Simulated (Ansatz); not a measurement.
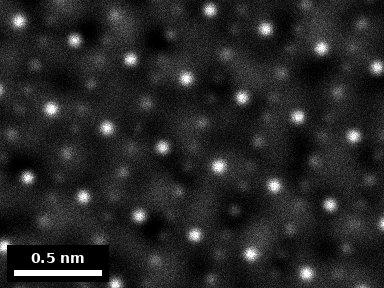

Z-contrast image of PtSe₂ (I4/mcm, No. 140). The image is simulated as a sum over atoms of Z^1.6, blurred by a 0.57 Å probe (no channelling). Shot noise and the speckle of an amorphous layer were added. Structure: the end point of a relaxation with DFT PBE, scalar-relativistic, plane waves, PAW in Ansatz; the starting structure was generated, so it need not be a known form of this composition.

```yaml
crystal:
  lattice:
    - [5.88798, 0.00000, 0.00000]
    - [0.00000, 5.88798, 0.00000]
    - [0.00000, 0.00000, 6.76357]
  atoms:
    - { symbol: Pt, position: [0.00000, 0.00000, 0.25000] }
    - { symbol: Pt, position: [0.00000, 0.00000, 0.75000] }
    - { symbol: Se, position: [0.17847, 0.67847, 0.00000] }
    - { symbol: Se, position: [0.32153, 0.17847, 0.00000] }
    - { symbol: Se, position: [0.32153, 0.82153, 0.50000] }
    - { symbol: Se, position: [0.17847, 0.32153, 0.50000] }
    - { symbol: Pt, position: [0.50000, 0.50000, 0.75000] }
    - { symbol: Pt, position: [0.50000, 0.50000, 0.25000] }
    - { symbol: Se, position: [0.67847, 0.17847, 0.50000] }
    - { symbol: Se, position: [0.82153, 0.67847, 0.50000] }
    - { symbol: Se, position: [0.82153, 0.32153, 0.00000] }
    - { symbol: Se, position: [0.67847, 0.82153, 0.00000] }
```

Along which zone axis is the crystal seen: [001], [201], [110] or [100]? (Directions equivalent by symmetry count as one.)

Answer. [110]. The projected cells are 4.16 × 4.16 Å, 90° for [001]; 2.93 × 3.29 Å, 116° for [201]; 3.38 × 4.16 Å, 90° for [110]; 2.94 × 3.38 Å, 90° for [100], and the image repeats as the [110] one does.
